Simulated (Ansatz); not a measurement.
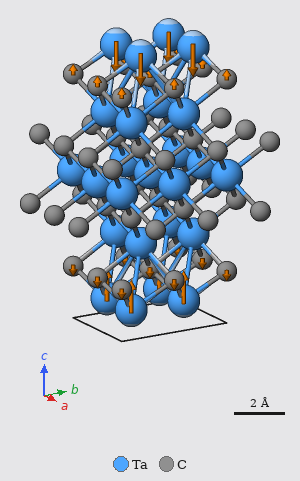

A relaxation of a slab of composition Ta5C4 (cut from the Fm-3m phase). The starting structure is drawn faded, the final one solid; orange arrows show the displacements, magnified 10 times.

A ball-and-stick model of the 2 × 2 repeat of the cell, outlined in the plane, without the vacuum, seen slightly off an axis.

Case: (1 1 1) slab, atoms relaxed. The slab is the (1 1 1) face of TaC.

All numbers below come from DFT r2SCAN, scalar-relativistic, plane waves, PAW in Ansatz 0.2.0. (plane-wave cutoff 500 eV; k-point mesh 12 × 12 × 1; occupations gaussian; smearing width 0.1 eV; no spin polarisation; dipole correction; atoms relaxed in a fixed cell; force threshold 0.02 eV/Å; at most 60 steps)

Q: Atoms of which element are displaced furthest, and by how much?

A: Tantalum: up to 0.14 Å, against 0.05 Å for carbon.

Q: Describe the change and its energy.

A: After 5 accepted moves (6 points after the start) the energy has fallen by 0.370 eV per cell of the calculation. The largest force component goes from 1.9 to 0.0011 eV/Å. 1 step only repeated the SCF at the same geometry. The largest moves relative to the layer's centre, 0.14 Å, are those of Ta atoms. By element the largest moves are Ta 0.14 Å, C 0.05 Å. The cell stays as it was. Some distances before and after: Ta–Ta 3.155 → 3.035 Å, C–Ta 2.231 → 2.131 Å, C–Ta 2.231 → 2.246 Å, Ta–Ta 3.155 → 3.165 Å. Among the angles between lasting bonds that change: Ta–Ta–C 90.0° → 95.6°, Ta–C–Ta 90.0° → 95.5°, C–Ta–C 90.0° → 95.5°.
